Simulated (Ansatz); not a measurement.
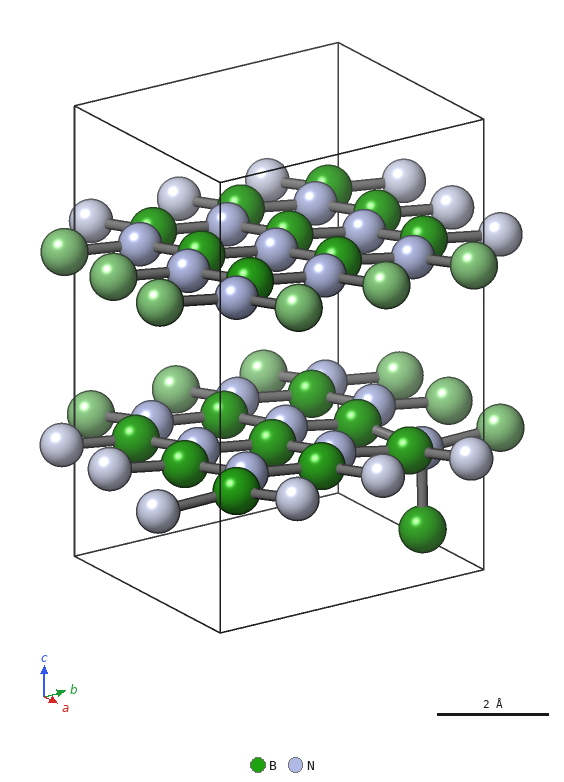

The structure as given in the input (ball-and-stick view of the cell of the calculation, seen slightly off an axis; neighbours outside the cell are drawn fainter). An atom can appear more than once, as a periodic image. Near neighbours in the periodic cell (some may lie outside the picture): B has 3 N at 1.42 to 1.54 Å; N has 3 B at 1.42 to 1.49 Å; N has 4 B at 1.50 to 1.54 Å; B has 1 N at 1.50 Å.

**Geometry relaxation, with input and output: B19N18 (charge +2) (part 1 of 4)**

System: B19N18 (defect cell, 37 atoms in the cell, total charge +2).
Method: DFT PBE, scalar-relativistic, plane waves, PAW, spin-polarised (Ansatz 0.2.0).

The structure derives from a Materials Project entry. It belongs to a series of runs on one base structure; here: B interstitial, charge +2, atoms relaxed at the host's cell.

### Input file
```yaml
crystal:
  lattice:
    - [3.7682717313, -6.5268380953, 0.0]
    - [-7.5365434625, 0.0, 0.0]
    - [0.0, 0.0, -8.3431560662]
  atoms:
    - { symbol: B, position: [0.4538407557, 0.5637667324, 0.7122487372] }
    - { symbol: B, position: [0.1204932908, 0.5637335148, 0.7134627686] }
    - { symbol: B, position: [0.7871741664, 0.5637644036, 0.7122222125] }
    - { symbol: B, position: [0.4538339638, 0.2304167725, 0.7147958346] }
    - { symbol: B, position: [0.1194972816, 0.2317679916, 0.7097724006], spin: 0.077 }
    - { symbol: B, position: [0.7871653325, 0.2304034029, 0.7127910713] }
    - { symbol: B, position: [0.4538394733, 0.897072427, 0.7121353478] }
    - { symbol: B, position: [0.1210945567, 0.8954392383, 0.7108921913], spin: 0.077 }
    - { symbol: B, position: [0.7852838252, 0.8908494454, 0.7122310508], spin: 0.077 }
    - { symbol: B, position: [0.5596087438, 0.4411194533, 0.2846631198] }
    - { symbol: B, position: [0.2262469139, 0.4427306995, 0.2903791872] }
    - { symbol: B, position: [0.8945791606, 0.4427379936, 0.2903705898] }
    - { symbol: B, position: [0.5596235012, 0.1093346985, 0.2846099514] }
    - { symbol: B, position: [0.2290519316, 0.1060911178, 0.2851063215], spin: 0.077 }
    - { symbol: B, position: [0.8987502243, 0.1183521895, 0.2812292615], spin: 0.077 }
    - { symbol: B, position: [0.5493504578, 0.7701040865, 0.2811278817] }
    - { symbol: B, position: [0.2262325805, 0.7743828082, 0.2903246727] }
    - { symbol: B, position: [0.8983679381, 0.7733416083, 0.2793376936], spin: 0.077 }
    - { symbol: "N", position: [0.4486337535, 0.5529686586, 0.286099953] }
    - { symbol: "N", position: [0.1156846082, 0.5532750177, 0.2912530463] }
    - { symbol: "N", position: [0.7824321763, 0.5529690792, 0.2860761919] }
    - { symbol: "N", position: [0.449011937, 0.2199252747, 0.2833610943] }
    - { symbol: "N", position: [0.1226489174, 0.2251416414, 0.2868240578], spin: 0.077 }
    - { symbol: "N", position: [0.7824507048, 0.2203492539, 0.2860281891] }
    - { symbol: "N", position: [0.4486289907, 0.886517118, 0.2860025175] }
    - { symbol: "N", position: [0.1169836676, 0.8870998153, 0.2827962101], spin: 0.077 }
    - { symbol: "N", position: [0.7817613555, 0.8854595431, 0.2486996814], spin: 0.077 }
    - { symbol: "N", position: [0.5649532684, 0.4526561532, 0.7132673074] }
    - { symbol: "N", position: [0.2316186359, 0.4526212368, 0.7129522153] }
    - { symbol: "N", position: [0.8982537549, 0.4526216794, 0.7129359258] }
    - { symbol: "N", position: [0.564944082, 0.1192876161, 0.7133231154] }
    - { symbol: "N", position: [0.2319022389, 0.120511608, 0.7154709239], spin: 0.077 }
    - { symbol: "N", position: [0.8983120713, 0.1187690714, 0.7104775848], spin: 0.077 }
    - { symbol: "N", position: [0.5648192586, 0.7859133236, 0.7076169214] }
    - { symbol: "N", position: [0.2316152633, 0.7859791861, 0.7124790256] }
    - { symbol: "N", position: [0.9002768049, 0.7861800936, 0.7071832765], spin: 0.077 }
    - { symbol: B, position: [-0.2176820708, -0.1120979802, 0.0685784321], spin: 0.077 }
  host:
    lattice:
      - [2.5121811542, 0.0, 0.0]
      - [-1.2560905771, 2.1756126984, 0.0]
      - [0.0, 0.0, 8.3431560662]
    atoms:
      - { symbol: B, position: [0.3333333333, 0.6666666667, 0.25] }
      - { symbol: B, position: [0.6666666667, 0.3333333333, 0.75] }
      - { symbol: "N", position: [0.3333333333, 0.6666666667, 0.75] }
      - { symbol: "N", position: [0.6666666667, 0.3333333333, 0.25] }
total_charge: 2
basis:
  ecutwfc: 420
  xc_grid: 2
kpoints:
  mp_grid: { grid: [2, 2, 2], shift: [0.0, 0.0, 0.0] }
hamiltonian:
  xc: pbe
scf:
  occupations: { method: gaussian, width: 0.01 }
output:
  forces: true
  stress: false
  eigenvalues: true
  populations: true
  charged_corrections:
    defect_position: [0.0, 0.0, 0.0]
    epsilon: [[5.4678, 0.0, 0.0], [0.0, 5.4678, 0.0], [0.0, 0.0, 2.1413]]
  write_density: true
  write_potential: true
  elf: true
  volumetric_format: npy
magnetization:
  spin_polarized: true
relax:
  adjacent_minimum: "off"
  f_tol: 0.025
  max_steps: 45
```

Launch command:
```bash
ansatz run input.yaml --threads 4 --pin off --max-ram 10240MiB --backend cpu --events-out ev --progress --plain --runs-dir out
```

### The program's output
```
Engine: ansatz 0.2.0, aarch64-unknown-linux-gnu
Pseudopotentials: kind: paw
Pseudopotential: B, paw, valence charge 3, recommended cutoff 420 eV (normal), B.paw.azcp
Pseudopotential: N, paw, valence charge 5, recommended cutoff 420 eV (normal), N.paw.azcp
Functional definition: PBE
  parameter kappa = 0.804
  parameter beta = 0.06672455060314922
  exchange = pbe_x(kappa = kappa, mu = beta*pi^2/3)
  correlation = pbe_c(beta = beta)
Crystal: 37 atoms, lattice volume = 410.398 Å³
Basis set: ecut = 420 eV, 8031 PW (Γ), exchange–correlation on 108×108×120 points (8 copies of the dense FFT grid, shifted against one another)
Bands: 111, of which v1, the nominal top of the filled ones, is band 73 counted from 1 (72 counted from 0)
Symmetry: 1 space group operations
Space group: P1 (ITA 1), of the structure as read, at distance tolerance 7.4e-5 Å
Magnetic group: BNS 1.1 (UNI 1), of the structure as read, at distance tolerance 7.4e-5 Å
k-points: 8
Non-local potential: B, projectors of the file, l = 0: 2, l = 1: 2, l = 2: 1
Non-local potential: N, projectors of the file, l = 0: 2, l = 1: 2, l = 2: 1
PAW form: soft (Blöchl's): semilocal exchange-correlation on the pseudo side does not see the compensation charge
PAW one-centre angular grid: B, 110 points (default); XC on 64 Gauss nodes
PAW one-centre angular grid: N, 110 points (default); XC on 64 Gauss nodes
Starting moments: Σ|m| = 1.001 μB on 13 of 37 sites
Initial wavefunctions: pseudopotential atomic-orbital guess
Functional: x = pbe(κ = 0.804, μ = 0.2195149727645171), c = pbe(β = 0.06672455060314922)
SCF iter   1: F=—  HF=-9954.937001 eV  |F-HF|=—  |Δ(HF+E_count)|=         —  Δρ=7.47e-2 (↑7.18e-2 ↓7.47e-2)  dr2=9.79e1  dr2_m=2.51e-1  M=0.997 μB ∫|m|=1.057 μB  β_m=0.30  ethr=3.10e-3  ⟨swp⟩=7.6  Hψ=8923  notcnv=0  defer=169
preconditioner: auto → Resta (q_TF=auto, 2.294 Å⁻¹)  ε∞=2.7  [insulator: Δε(μ)=0.035 eV  Ē_g=16.789 eV  σ=0.010 eV  W_gap=0.98  n_scr=84 (ndim 8)  ℏωp=22.1 eV  f_vac=0.108  D(μ)=1.09/eV (n_scr^D=0)  ε∞_Penn≈2.7]
spin=Collinear: Resta preconditioning applied to the charge; magnetization (m = ρ↑ − ρ↓) channel mixes plain (no charge-response kernel on spin).
SCF iter   2: F=—  HF=-9931.314668 eV  |F-HF|=—  |Δ(HF+E_count)|=    2.36e1  Δρ=4.01e-2 (↑3.82e-2 ↓4.01e-2)  dr2=2.97e1  dr2_m=1.40e-1  M=1.000 μB ∫|m|=1.050 μB  β_m=0.30  ethr=3.10e-3  ⟨swp⟩=3.0  Hψ=3373  notcnv=0  defer=529
SCF iter   3: F=—  HF=-9924.097879 eV  |F-HF|=—  |Δ(HF+E_count)|=    7.22e0  Δρ=2.40e-2 (↑2.14e-2 ↓2.40e-2)  dr2=7.85e0  dr2_m=6.46e-2  M=0.000 μB ∫|m|=0.172 μB  β_m=0.30  ethr=3.10e-3  ⟨swp⟩=3.6  Hψ=3433  notcnv=0  defer=512
SCF iter   4: F=—  HF=-9922.730272 eV  |F-HF|=—  |Δ(HF+E_count)|=    1.37e0  Δρ=1.55e-2 (↑1.35e-2 ↓1.55e-2)  dr2=3.36e0  dr2_m=3.51e-2  M=0.000 μB ∫|m|=0.106 μB  β_m=0.30  ethr=3.10e-3  ⟨swp⟩=2.9  Hψ=2292  notcnv=0  defer=520
SCF iter   5: F=—  HF=-9921.687039 eV  |F-HF|=—  |Δ(HF+E_count)|=    1.04e0  Δρ=7.80e-3 (↑5.36e-3 ↓7.80e-3)  dr2=1.44e0  dr2_m=1.95e-2  M=0.639 μB ∫|m|=0.663 μB  β_m=0.30  ethr=2.32e-3  ⟨swp⟩=3.9  Hψ=2239  notcnv=0  defer=524
SCF iter   6: F=—  HF=-9921.655826 eV  |F-HF|=—  |Δ(HF+E_count)|=   3.12e-2  Δρ=4.61e-3 (↑2.84e-3 ↓4.61e-3)  dr2=2.33e-1  dr2_m=2.88e-2  M=0.000 μB ∫|m|=0.084 μB  β_m=0.30  ethr=9.90e-4  ⟨swp⟩=2.6  Hψ=2194  notcnv=0  defer=525
SCF iter   7: F=—  HF=-9921.701801 eV  |F-HF|=—  |Δ(HF+E_count)|=   4.60e-2  Δρ=3.74e-3 (↑1.81e-3 ↓3.74e-3)  dr2=2.06e-1  dr2_m=1.50e-2  M=0.000 μB ∫|m|=0.062 μB  β_m=0.30  ethr=1.61e-4  ⟨swp⟩=2.2  Hψ=1352  notcnv=0  defer=525
SCF iter   8: F=—  HF=-9921.699984 eV  |F-HF|=—  |Δ(HF+E_count)|=   1.82e-3  Δρ=2.73e-3 (↑1.16e-3 ↓2.73e-3)  dr2=1.22e-1  dr2_m=7.94e-3  M=0.000 μB ∫|m|=0.047 μB  β_m=0.30  ethr=1.42e-4  ⟨swp⟩=2.9  Hψ=1454  notcnv=0  defer=530
Mixer restart at iter 8: flushing history
spin-set hold released at iteration 8 (site moments contracting): the magnetisation degrees of freedom join the quasi-Newton model from the next iteration; the mixer history was flushed
SCF iter   9: F=—  HF=-9921.680757 eV  |F-HF|=—  |Δ(HF+E_count)|=   1.92e-2  Δρ=1.84e-3 (↑7.47e-4 ↓1.84e-3)  dr2=5.21e-2  dr2_m=4.31e-3  M=0.000 μB ∫|m|=0.037 μB  β_m=0.56  ethr=8.43e-5  ⟨swp⟩=2.8  Hψ=1856  notcnv=0  defer=541
SCF iter  10: F=—  HF=-9921.675041 eV  |F-HF|=—  |Δ(HF+E_count)|=   5.72e-3  Δρ=5.02e-3 (↑2.28e-3 ↓5.02e-3)  dr2=4.24e-1  dr2_m=1.98e-2  M=0.364 μB ∫|m|=0.366 μB  β_m=0.49  ethr=3.59e-5  ⟨swp⟩=3.5  Hψ=2409  notcnv=0  defer=549  recentre
SCF iter  11: F=—  HF=-9921.683648 eV  |F-HF|=—  |Δ(HF+E_count)|=   8.61e-3  Δρ=1.78e-3 (↑7.89e-4 ↓1.78e-3)  dr2=5.38e-2  dr2_m=3.19e-3  M=0.000 μB ∫|m|=0.030 μB  β_m=0.43  ethr=3.59e-5  ⟨swp⟩=3.4  Hψ=2672  notcnv=0  defer=530
SCF iter  12: F=—  HF=-9921.677526 eV  |F-HF|=—  |Δ(HF+E_count)|=   6.12e-3  Δρ=1.32e-3 (↑5.92e-4 ↓1.32e-3)  dr2=3.15e-2  dr2_m=1.62e-3  M=0.000 μB ∫|m|=0.022 μB  β_m=0.58  ethr=3.59e-5  ⟨swp⟩=2.5  Hψ=1660  notcnv=0  defer=530
SCF iter  13: F=—  HF=-9921.671394 eV  |F-HF|=—  |Δ(HF+E_count)|=   6.13e-3  Δρ=7.94e-4 (↑3.68e-4 ↓7.94e-4)  dr2=1.18e-2  dr2_m=5.30e-4  M=0.000 μB ∫|m|=0.016 μB  β_m=0.59  ethr=2.17e-5  ⟨swp⟩=3.2  Hψ=1434  notcnv=0  defer=530
SCF iter  14: F=—  HF=-9921.669639 eV  |F-HF|=—  |Δ(HF+E_count)|=   1.75e-3  Δρ=5.99e-4 (↑2.75e-4 ↓5.99e-4)  dr2=6.42e-3  dr2_m=3.13e-4  M=0.002 μB ∫|m|=0.014 μB  β_m=0.50  ethr=8.16e-6  ⟨swp⟩=2.0  Hψ=1838  notcnv=0  defer=530
SCF iter  15: F=—  HF=-9921.671838 eV  |F-HF|=—  |Δ(HF+E_count)|=   2.20e-3  Δρ=3.68e-3 (↑1.72e-3 ↓3.68e-3)  dr2=2.31e-1  dr2_m=1.19e-2  M=0.291 μB ∫|m|=0.292 μB  β_m=0.32  ethr=4.43e-6  ⟨swp⟩=2.9  Hψ=1458  notcnv=0  defer=530  recentre
SCF iter  16: F=—  HF=-9921.669140 eV  |F-HF|=—  |Δ(HF+E_count)|=   2.70e-3  Δρ=2.29e-4 (↑5.90e-5 ↓2.29e-4)  dr2=7.90e-4  dr2_m=4.43e-5  M=0.029 μB ∫|m|=0.034 μB  β_m=0.51  ethr=4.43e-6  ⟨swp⟩=2.0  Hψ=1920  notcnv=0  defer=530
SCF iter  17: F=—  HF=-9921.669126 eV  |F-HF|=—  |Δ(HF+E_count)|=   1.34e-5  Δρ=1.46e-4 (↑1.46e-4 ↓1.22e-4)  dr2=2.49e-4  dr2_m=4.61e-5  M=0.061 μB ∫|m|=0.064 μB  β_m=0.75  ethr=5.45e-7  ⟨swp⟩=1.5  Hψ=1349  notcnv=0  defer=530
SCF iter  18: F=—  HF=-9921.669164 eV  |F-HF|=—  |Δ(HF+E_count)|=   3.72e-5  Δρ=1.82e-4 (↑2.57e-5 ↓1.82e-4)  dr2=4.41e-4  dr2_m=2.78e-5  M=0.046 μB ∫|m|=0.051 μB  β_m=0.87  ethr=1.72e-7  ⟨swp⟩=2.0  Hψ=1391  notcnv=0  defer=530
SCF iter  19: F=—  HF=-9921.669185 eV  |F-HF|=—  |Δ(HF+E_count)|=   2.14e-5  Δρ=1.28e-4 (↑2.62e-5 ↓1.28e-4)  dr2=2.18e-4  dr2_m=1.46e-5  M=0.055 μB ∫|m|=0.063 μB  β_m=0.73  ethr=1.72e-7  ⟨swp⟩=1.6  Hψ=1283  notcnv=0  defer=530
SCF iter  20: F=—  HF=-9921.669186 eV  |F-HF|=—  |Δ(HF+E_count)|=   9.92e-7  Δρ=6.37e-5 (↑3.66e-5 ↓6.37e-5)  dr2=1.58e-5  dr2_m=8.89e-6  M=0.066 μB ∫|m|=0.074 μB  β_m=0.52  ethr=1.50e-7  ⟨swp⟩=1.0  Hψ=1246  notcnv=0  defer=530
SCF iter  21: F=—  HF=-9921.669203 eV  |F-HF|=—  |Δ(HF+E_count)|=   1.71e-5  Δρ=7.16e-5 (↑6.05e-5 ↓7.16e-5)  dr2=9.39e-5  dr2_m=8.87e-6  M=0.064 μB ∫|m|=0.076 μB  β_m=0.71  ethr=1.08e-8  ⟨swp⟩=27.1  Hψ=20037  notcnv=0
SCF iter  22: F=—  HF=-9921.669199 eV  |F-HF|=—  |Δ(HF+E_count)|=   4.15e-6  Δρ=3.96e-5 (↑6.47e-6 ↓3.96e-5)  dr2=2.12e-5  dr2_m=1.28e-6  M=0.067 μB ∫|m|=0.078 μB  β_m=0.71  ethr=1.09e-8  ⟨swp⟩=2.0  Hψ=2302  notcnv=0
SCF iter  23: F=—  HF=-9921.669200 eV  |F-HF|=—  |Δ(HF+E_count)|=   1.17e-6  Δρ=1.13e-5 (↑7.62e-7 ↓1.13e-5)  dr2=1.52e-6  dr2_m=1.19e-7  M=0.071 μB ∫|m|=0.083 μB  β_m=0.85  ethr=1.08e-8  ⟨swp⟩=11.3  Hψ=11147  notcnv=0
SCF iter  24: F=-9921.669200 eV  HF=-9921.669200 eV  |F-HF|=2.48e-9  |Δ(HF+E_count)|=   1.68e-7  Δρ=1.36e-6 (↑1.36e-6 ↓1.21e-6)  dr2=8.00e-9  dr2_m=5.19e-9  M=0.073 μB ∫|m|=0.084 μB  ethr=1.05e-9  ⟨swp⟩=8.0  Hψ=8914  notcnv=0
SCF 1 converged in 24 iterations: F = -9921.669200 eV  dr2 = 8.00e-9
  greatest PAW one-centre occupation: 0.800 electrons in one spin orbital (limit 2), on the N atom at site 35 (counted from 0), in its partial waves of l = 0
relax step   1: F+E_penalty+E_count = -9921.66920036 eV  Δ(F+E_penalty+E_count) = +0.000e0 eV  max|allowed force component| = 2.203e0 eV/Å  Δτ_max = 0.0000 Å  (24 SCF iters, dr2 threshold 1.56e-5 eV, accepted)
Initial density: handed on by an earlier stage of this run
Starting moments: Σ|m| = 1.001 μB on 13 of 37 sites; this step starts from the density that it was given
Initial wavefunctions: those handed on with the density
```
